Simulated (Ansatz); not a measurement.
Run report: Al16As16H (charge +1), geometry relaxation (part 3 of 4)

Continued. System: Al16As16H (defect cell, 33 atoms in the cell, total charge +1). Method: DFT PBE, scalar-relativistic, plane waves, PAW, no spin polarisation (Ansatz 0.2.0); cutoff 420 eV, 2×2×2 k-mesh, Gaussian smearing of 0.01 eV. The structure derives from a Materials Project entry. It belongs to a series of runs on one base structure; here: H interstitial, charge +1, atoms relaxed at the host's cell.

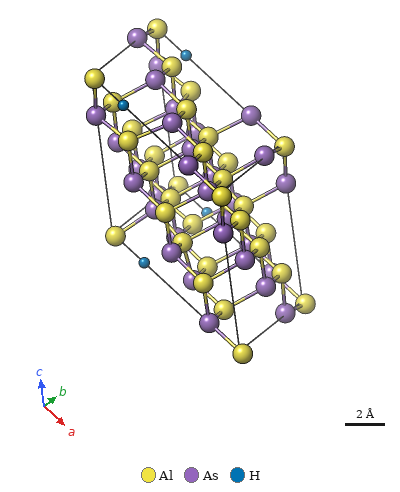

Fig. 1: The geometry at step 7 of the log (ball-and-stick view of the cell of the calculation, seen slightly off an axis).

**Trajectory as extended XYZ, continued**
```
33
Lattice="5.7279 5.7279 5.7279 -5.7279 5.7279 -5.7279 -5.7279 -5.7279 5.7279" Properties=species:S:1:pos:R:3:forces:R:3 step=4 energy=-86333.59994
Al   -5.7174    2.8882    2.8882    0.0015  -0.0064  -0.0064
Al   -0.0242    5.7384   -0.0242    0.0064   0.0015   0.0064
Al   -2.8397    2.8534    5.7037   -0.0064  -0.0015   0.0064
Al    0.0781    2.7859    2.7859    0.0135  -0.0135  -0.0135
Al    2.8882    5.7384    2.8882   -0.0064   0.0015  -0.0064
Al   -5.7522   -2.8397    2.8534    0.0064  -0.0064  -0.0015
Al   -0.0242   -0.0242    5.7384    0.0064   0.0064   0.0015
Al    2.8882    2.8882    5.7384   -0.0064  -0.0064   0.0015
Al    0.0781    0.0781    0.0781    0.0135   0.0135   0.0135
Al   -2.9420   -2.9420    5.8060   -0.0135  -0.0135   0.0135
Al   -2.8397    5.7037    2.8534   -0.0064   0.0064  -0.0015
Al   -5.7522    2.8534   -2.8397    0.0064  -0.0015  -0.0064
Al   -2.9420    5.8060   -2.9420   -0.0135   0.0135  -0.0135
Al   -5.7174   -0.0242   -0.0242    0.0015   0.0064   0.0064
Al   -2.8745    2.8882   -0.0242   -0.0015  -0.0064   0.0064
Al   -2.8745   -0.0242    2.8882   -0.0015   0.0064  -0.0064
As    4.3336    4.3336    4.3336   -0.0037  -0.0037  -0.0037
As   -1.4320    7.1599    1.4320    0.0000   0.0000   0.0000
As   -4.2959    4.2393   -4.2959    0.0000  -0.0012   0.0000
As   -1.3943    4.2582    4.2582   -0.0037   0.0037   0.0037
As   -4.2959    1.4320   -1.4320    0.0000   0.0000   0.0000
As   -1.4697    4.3336   -1.4697    0.0037  -0.0037   0.0037
As   -1.4320    1.4320    7.1599    0.0000   0.0000   0.0000
As   -4.2959   -1.4320    1.4320    0.0000   0.0000   0.0000
As   -1.4886    1.4320    1.4320   -0.0012   0.0000   0.0000
As    1.4320    4.3525    1.4320    0.0000   0.0012   0.0000
As   -4.2959   -4.2959    4.2393    0.0000   0.0000  -0.0012
As   -1.4697   -1.4697    4.3336    0.0037   0.0037  -0.0037
As    1.4320    1.4320    4.3525    0.0000   0.0000   0.0012
As   -7.1033    1.4320    1.4320    0.0012   0.0000   0.0000
As   -4.2959    4.2959    1.4320    0.0000   0.0000   0.0000
As   -4.2959    1.4320    4.2959    0.0000   0.0000   0.0000
H     1.4320    1.4320    1.4320    0.0000   0.0000   0.0000
33
Lattice="5.7279 5.7279 5.7279 -5.7279 5.7279 -5.7279 -5.7279 -5.7279 5.7279" Properties=species:S:1:pos:R:3:forces:R:3 step=5 energy=-86333.61077
Al   -5.7117    2.8947    2.8947   -0.0182  -0.0003  -0.0003
Al   -0.0308    5.7441   -0.0308    0.0003  -0.0182   0.0003
Al   -2.8332    2.8478    5.6971   -0.0003   0.0182   0.0003
Al    0.1155    2.7485    2.7485    0.0430  -0.0430  -0.0430
Al    2.8947    5.7441    2.8947   -0.0003  -0.0182  -0.0003
Al   -5.7587   -2.8332    2.8478    0.0003  -0.0003   0.0182
Al   -0.0308   -0.0308    5.7441    0.0003   0.0003  -0.0182
Al    2.8947    2.8947    5.7441   -0.0003  -0.0003  -0.0182
Al    0.1155    0.1155    0.1155    0.0430   0.0430   0.0430
Al   -2.9794   -2.9794    5.8434   -0.0430  -0.0430   0.0430
Al   -2.8332    5.6971    2.8478   -0.0003   0.0003   0.0182
Al   -5.7587    2.8478   -2.8332    0.0003   0.0182  -0.0003
Al   -2.9794    5.8434   -2.9794   -0.0430   0.0430  -0.0430
Al   -5.7117   -0.0308   -0.0308   -0.0182   0.0003   0.0003
Al   -2.8801    2.8947   -0.0308    0.0182  -0.0003   0.0003
Al   -2.8801   -0.0308    2.8947    0.0182   0.0003  -0.0003
As    4.3467    4.3467    4.3467    0.0037   0.0037   0.0037
As   -1.4320    7.1599    1.4320    0.0000   0.0000   0.0000
As   -4.2959    4.2188   -4.2959    0.0000  -0.0351   0.0000
As   -1.3812    4.2452    4.2452    0.0037  -0.0037  -0.0037
As   -4.2959    1.4320   -1.4320    0.0000   0.0000   0.0000
As   -1.4827    4.3467   -1.4827   -0.0037   0.0037  -0.0037
As   -1.4320    1.4320    7.1599    0.0000   0.0000   0.0000
As   -4.2959   -1.4320    1.4320    0.0000   0.0000   0.0000
As   -1.5091    1.4320    1.4320   -0.0351   0.0000   0.0000
As    1.4320    4.3731    1.4320    0.0000   0.0351   0.0000
As   -4.2959   -4.2959    4.2188    0.0000   0.0000  -0.0351
As   -1.4827   -1.4827    4.3467   -0.0037  -0.0037   0.0037
As    1.4320    1.4320    4.3731    0.0000   0.0000   0.0351
As   -7.0828    1.4320    1.4320    0.0351   0.0000   0.0000
As   -4.2959    4.2959    1.4320    0.0000   0.0000   0.0000
As   -4.2959    1.4320    4.2959    0.0000   0.0000   0.0000
H     1.4320    1.4320    1.4320    0.0000   0.0000   0.0000
33
Lattice="5.7279 5.7279 5.7279 -5.7279 5.7279 -5.7279 -5.7279 -5.7279 5.7279" Properties=species:S:1:pos:R:3:forces:R:3 step=6 energy=-86333.56013 accepted=F
Al   -5.7009    2.9173    2.9173   -0.0583   0.0762   0.0762
Al   -0.0533    5.7549   -0.0533   -0.0762  -0.0583  -0.0762
Al   -2.8107    2.8369    5.6746    0.0762   0.0583  -0.0762
Al    0.2288    2.6351    2.6351   -0.2384   0.2384   0.2384
Al    2.9173    5.7549    2.9173    0.0762  -0.0583   0.0762
Al   -5.7812   -2.8107    2.8369   -0.0762   0.0762   0.0583
Al   -0.0533   -0.0533    5.7549   -0.0762  -0.0762  -0.0583
Al    2.9173    2.9173    5.7549    0.0762   0.0762  -0.0583
Al    0.2288    0.2288    0.2288   -0.2384  -0.2384  -0.2384
Al   -3.0928   -3.0928    5.9567    0.2384   0.2384  -0.2384
Al   -2.8107    5.6746    2.8369    0.0762  -0.0762   0.0583
Al   -5.7812    2.8369   -2.8107   -0.0762   0.0583   0.0762
Al   -3.0928    5.9567   -3.0928    0.2384  -0.2384   0.2384
Al   -5.7009   -0.0533   -0.0533   -0.0583  -0.0762  -0.0762
Al   -2.8910    2.9173   -0.0533    0.0583   0.0762  -0.0762
Al   -2.8910   -0.0533    2.9173    0.0583  -0.0762   0.0762
As    4.3874    4.3874    4.3874   -0.0172  -0.0172  -0.0172
As   -1.4320    7.1599    1.4320    0.0000   0.0000   0.0000
As   -4.2959    4.1559   -4.2959    0.0000   0.3086   0.0000
As   -1.3405    4.2045    4.2045   -0.0172   0.0172   0.0172
As   -4.2959    1.4320   -1.4320    0.0000   0.0000   0.0000
As   -1.5234    4.3874   -1.5234    0.0172  -0.0172   0.0172
As   -1.4320    1.4320    7.1599    0.0000   0.0000   0.0000
As   -4.2959   -1.4320    1.4320    0.0000   0.0000   0.0000
As   -1.5721    1.4320    1.4320    0.3086   0.0000   0.0000
As    1.4320    4.4360    1.4320    0.0000  -0.3086   0.0000
As   -4.2959   -4.2959    4.1559    0.0000   0.0000   0.3086
As   -1.5234   -1.5234    4.3874    0.0172   0.0172  -0.0172
As    1.4320    1.4320    4.4360    0.0000   0.0000  -0.3086
As   -7.0198    1.4320    1.4320   -0.3086   0.0000   0.0000
As   -4.2959    4.2959    1.4320    0.0000   0.0000   0.0000
As   -4.2959    1.4320    4.2959    0.0000   0.0000   0.0000
H     1.4320    1.4320    1.4320    0.0000   0.0000   0.0000
33
Lattice="5.7279 5.7279 5.7279 -5.7279 5.7279 -5.7279 -5.7279 -5.7279 5.7279" Properties=species:S:1:pos:R:3:forces:R:3 step=7 energy=-86333.62382
Al   -5.7161    2.9009    2.9009    0.0328  -0.0198  -0.0198
Al   -0.0369    5.7398   -0.0369    0.0198   0.0328   0.0198
Al   -2.8270    2.8521    5.6910   -0.0198  -0.0328   0.0198
Al    0.1357    2.7283    2.7283    0.0715  -0.0715  -0.0715
Al    2.9009    5.7398    2.9009   -0.0198   0.0328  -0.0198
Al   -5.7649   -2.8270    2.8521    0.0198  -0.0198  -0.0328
Al   -0.0369   -0.0369    5.7398    0.0198   0.0198   0.0328
Al    2.9009    2.9009    5.7398   -0.0198  -0.0198   0.0328
Al    0.1357    0.1357    0.1357    0.0715   0.0715   0.0715
Al   -2.9996   -2.9996    5.8636   -0.0715  -0.0715   0.0715
Al   -2.8270    5.6910    2.8521   -0.0198   0.0198  -0.0328
Al   -5.7649    2.8521   -2.8270    0.0198  -0.0328  -0.0198
Al   -2.9996    5.8636   -2.9996   -0.0715   0.0715  -0.0715
Al   -5.7161   -0.0369   -0.0369    0.0328   0.0198   0.0198
Al   -2.8758    2.9009   -0.0369   -0.0328  -0.0198   0.0198
Al   -2.8758   -0.0369    2.9009   -0.0328   0.0198  -0.0198
As    4.3588    4.3588    4.3588   -0.0162  -0.0162  -0.0162
As   -1.4320    7.1599    1.4320    0.0000   0.0000   0.0000
As   -4.2959    4.2115   -4.2959    0.0000  -0.0522   0.0000
As   -1.3691    4.2331    4.2331   -0.0162   0.0162   0.0162
As   -4.2959    1.4320   -1.4320    0.0000   0.0000   0.0000
As   -1.4948    4.3588   -1.4948    0.0162  -0.0162   0.0162
As   -1.4320    1.4320    7.1599    0.0000   0.0000   0.0000
As   -4.2959   -1.4320    1.4320    0.0000   0.0000   0.0000
As   -1.5165    1.4320    1.4320   -0.0522   0.0000   0.0000
As    1.4320    4.3804    1.4320    0.0000   0.0522   0.0000
As   -4.2959   -4.2959    4.2115    0.0000   0.0000  -0.0522
As   -1.4948   -1.4948    4.3588    0.0162   0.0162  -0.0162
As    1.4320    1.4320    4.3804    0.0000   0.0000   0.0522
As   -7.0754    1.4320    1.4320    0.0522   0.0000   0.0000
As   -4.2959    4.2959    1.4320    0.0000   0.0000   0.0000
As   -4.2959    1.4320    4.2959    0.0000   0.0000   0.0000
H     1.4320    1.4320    1.4320    0.0000   0.0000   0.0000
33
Lattice="5.7279 5.7279 5.7279 -5.7279 5.7279 -5.7279 -5.7279 -5.7279 5.7279" Properties=species:S:1:pos:R:3:forces:R:3 step=8 energy=-86333.65321
Al   -5.7141    2.9129    2.9129    0.0377  -0.0016  -0.0016
Al   -0.0489    5.7417   -0.0489    0.0016   0.0377   0.0016
Al   -2.8150    2.8501    5.6790   -0.0016  -0.0377   0.0016
Al    0.1929    2.6711    2.6711   -0.0559   0.0559   0.0559
Al    2.9129    5.7417    2.9129   -0.0016   0.0377  -0.0016
Al   -5.7769   -2.8150    2.8501    0.0016  -0.0016  -0.0377
Al   -0.0489   -0.0489    5.7417    0.0016   0.0016   0.0377
Al    2.9129    2.9129    5.7417   -0.0016  -0.0016   0.0377
Al    0.1929    0.1929    0.1929   -0.0559  -0.0559  -0.0559
Al   -3.0568   -3.0568    5.9208    0.0559   0.0559  -0.0559
Al   -2.8150    5.6790    2.8501   -0.0016   0.0016  -0.0377
Al   -5.7769    2.8501   -2.8150    0.0016  -0.0377  -0.0016
Al   -3.0568    5.9208   -3.0568    0.0559  -0.0559   0.0559
Al   -5.7141   -0.0489   -0.0489    0.0377   0.0016   0.0016
Al   -2.8778    2.9129   -0.0489   -0.0377  -0.0016   0.0016
Al   -2.8778   -0.0489    2.9129   -0.0377   0.0016  -0.0016
As    4.3783    4.3783    4.3783   -0.0074  -0.0074  -0.0074
As   -1.4320    7.1599    1.4320    0.0000   0.0000   0.0000
As   -4.2959    4.1856   -4.2959    0.0000   0.0511   0.0000
As   -1.3496    4.2136    4.2136   -0.0074   0.0074   0.0074
As   -4.2959    1.4320   -1.4320    0.0000   0.0000   0.0000
As   -1.5143    4.3783   -1.5143    0.0074  -0.0074   0.0074
As   -1.4320    1.4320    7.1599    0.0000   0.0000   0.0000
As   -4.2959   -1.4320    1.4320    0.0000   0.0000   0.0000
As   -1.5423    1.4320    1.4320    0.0511   0.0000   0.0000
As    1.4320    4.4063    1.4320    0.0000  -0.0511   0.0000
As   -4.2959   -4.2959    4.1856    0.0000   0.0000   0.0511
As   -1.5143   -1.5143    4.3783    0.0074   0.0074  -0.0074
As    1.4320    1.4320    4.4063    0.0000   0.0000  -0.0511
As   -7.0495    1.4320    1.4320   -0.0511   0.0000   0.0000
As   -4.2959    4.2959    1.4320    0.0000   0.0000   0.0000
As   -4.2959    1.4320    4.2959    0.0000   0.0000   0.0000
H     1.4320    1.4320    1.4320    0.0000   0.0000   0.0000
33
Lattice="5.7279 5.7279 5.7279 -5.7279 5.7279 -5.7279 -5.7279 -5.7279 5.7279" Properties=species:S:1:pos:R:3:forces:R:3 step=9 energy=-86333.25300 accepted=F
Al   -5.6429    2.8795    2.8795   -0.5778   0.1948   0.1948
Al   -0.0156    5.8129   -0.0156   -0.1948  -0.5778  -0.1948
Al   -2.8484    2.7789    5.7123    0.1948   0.5778  -0.1948
Al    0.1477    2.7163    2.7163   -0.0511   0.0511   0.0511
Al    2.8795    5.8129    2.8795    0.1948  -0.5778   0.1948
Al   -5.7435   -2.8484    2.7789   -0.1948   0.1948   0.5778
Al   -0.0156   -0.0156    5.8129   -0.1948  -0.1948  -0.5778
Al    2.8795    2.8795    5.8129    0.1948   0.1948  -0.5778
Al    0.1477    0.1477    0.1477   -0.0511  -0.0511  -0.0511
Al   -3.0116   -3.0116    5.8756    0.0511   0.0511  -0.0511
Al   -2.8484    5.7123    2.7789    0.1948  -0.1948   0.5778
Al   -5.7435    2.7789   -2.8484   -0.1948   0.5778   0.1948
Al   -3.0116    5.8756   -3.0116    0.0511  -0.0511   0.0511
Al   -5.6429   -0.0156   -0.0156   -0.5778  -0.1948  -0.1948
Al   -2.9490    2.8795   -0.0156    0.5778   0.1948  -0.1948
Al   -2.9490   -0.0156    2.8795    0.5778  -0.1948   0.1948
As    4.2919    4.2919    4.2919    0.2314   0.2314   0.2314
As   -1.4320    7.1599    1.4320    0.0000   0.0000   0.0000
As   -4.2959    4.1752   -4.2959    0.0000   0.1430   0.0000
As   -1.4360    4.3000    4.3000    0.2314  -0.2314  -0.2314
As   -4.2959    1.4320   -1.4320    0.0000   0.0000   0.0000
As   -1.4279    4.2919   -1.4279   -0.2314   0.2314  -0.2314
As   -1.4320    1.4320    7.1599    0.0000   0.0000   0.0000
As   -4.2959   -1.4320    1.4320    0.0000   0.0000   0.0000
As   -1.5527    1.4320    1.4320    0.1430   0.0000   0.0000
As    1.4320    4.4167    1.4320    0.0000  -0.1430   0.0000
As   -4.2959   -4.2959    4.1752    0.0000   0.0000   0.1430
As   -1.4279   -1.4279    4.2919   -0.2314  -0.2314   0.2314
As    1.4320    1.4320    4.4167    0.0000   0.0000  -0.1430
As   -7.0392    1.4320    1.4320   -0.1430   0.0000   0.0000
As   -4.2959    4.2959    1.4320    0.0000   0.0000   0.0000
As   -4.2959    1.4320    4.2959    0.0000   0.0000   0.0000
H     1.4320    1.4320    1.4320    0.0000   0.0000   0.0000
33
Lattice="5.7279 5.7279 5.7279 -5.7279 5.7279 -5.7279 -5.7279 -5.7279 5.7279" Properties=species:S:1:pos:R:3:forces:R:3 step=10 energy=-86333.66055
Al   -5.7109    2.9094    2.9094    0.0050  -0.0024  -0.0024
Al   -0.0455    5.7450   -0.0455    0.0024   0.0050   0.0024
Al   -2.8185    2.8469    5.6824   -0.0024  -0.0050   0.0024
Al    0.1795    2.6844    2.6844   -0.0057   0.0057   0.0057
Al    2.9094    5.7450    2.9094   -0.0024   0.0050  -0.0024
Al   -5.7734   -2.8185    2.8469    0.0024  -0.0024  -0.0050
Al   -0.0455   -0.0455    5.7450    0.0024   0.0024   0.0050
Al    2.9094    2.9094    5.7450   -0.0024  -0.0024   0.0050
Al    0.1795    0.1795    0.1795   -0.0057  -0.0057  -0.0057
Al   -3.0435   -3.0435    5.9074    0.0057   0.0057  -0.0057
Al   -2.8185    5.6824    2.8469   -0.0024   0.0024  -0.0050
Al   -5.7734    2.8469   -2.8185    0.0024  -0.0050  -0.0024
Al   -3.0435    5.9074   -3.0435    0.0057  -0.0057   0.0057
Al   -5.7109   -0.0455   -0.0455    0.0050   0.0024   0.0024
Al   -2.8810    2.9094   -0.0455   -0.0050  -0.0024   0.0024
Al   -2.8810   -0.0455    2.9094   -0.0050   0.0024  -0.0024
As    4.3719    4.3719    4.3719   -0.0048  -0.0048  -0.0048
As   -1.4320    7.1599    1.4320    0.0000   0.0000   0.0000
As   -4.2959    4.1917   -4.2959    0.0000   0.0028   0.0000
As   -1.3560    4.2200    4.2200   -0.0048   0.0048   0.0048
As   -4.2959    1.4320   -1.4320    0.0000   0.0000   0.0000
As   -1.5079    4.3719   -1.5079    0.0048  -0.0048   0.0048
As   -1.4320    1.4320    7.1599    0.0000   0.0000   0.0000
As   -4.2959   -1.4320    1.4320    0.0000   0.0000   0.0000
As   -1.5362    1.4320    1.4320    0.0028   0.0000   0.0000
As    1.4320    4.4002    1.4320    0.0000  -0.0028   0.0000
As   -4.2959   -4.2959    4.1917    0.0000   0.0000   0.0028
As   -1.5079   -1.5079    4.3719    0.0048   0.0048  -0.0048
As    1.4320    1.4320    4.4002    0.0000   0.0000  -0.0028
As   -7.0556    1.4320    1.4320   -0.0028   0.0000   0.0000
As   -4.2959    4.2959    1.4320    0.0000   0.0000   0.0000
As   -4.2959    1.4320    4.2959    0.0000   0.0000   0.0000
H     1.4320    1.4320    1.4320    0.0000   0.0000   0.0000
```

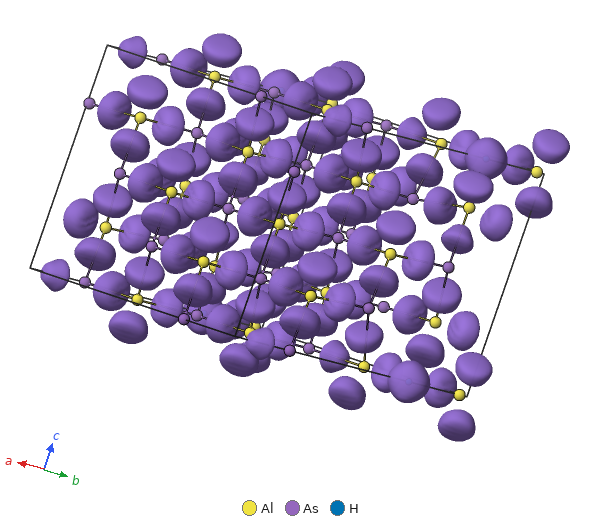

Fig. 2: Isosurface of the electron localisation function at 0.75 (purple), seen at an oblique angle. Core shells and regions of very low density are left out. Sticks mark near contacts. The outline is the calculation cell. The ELF exceeds this value in 64 regions between bonded Al–As atoms (shared pairs) and one region around a hydrogen nucleus, counted in one cell of 33 atoms.  Values along the shortest contacts: Al–As (2.47 Å): the ELF peaks at about 0.90 between the atoms, as expected for localised, shared-pair bonding. The fields are those of the smooth PAW valence density.

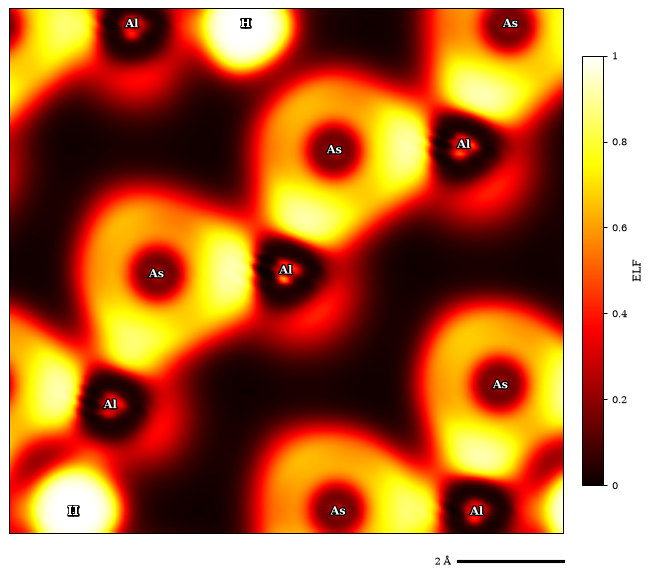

Fig. 3: ELF on the (11̄0) plane of the calculation cell. The section cuts through Al, As and H sites.

This output came from the following input.
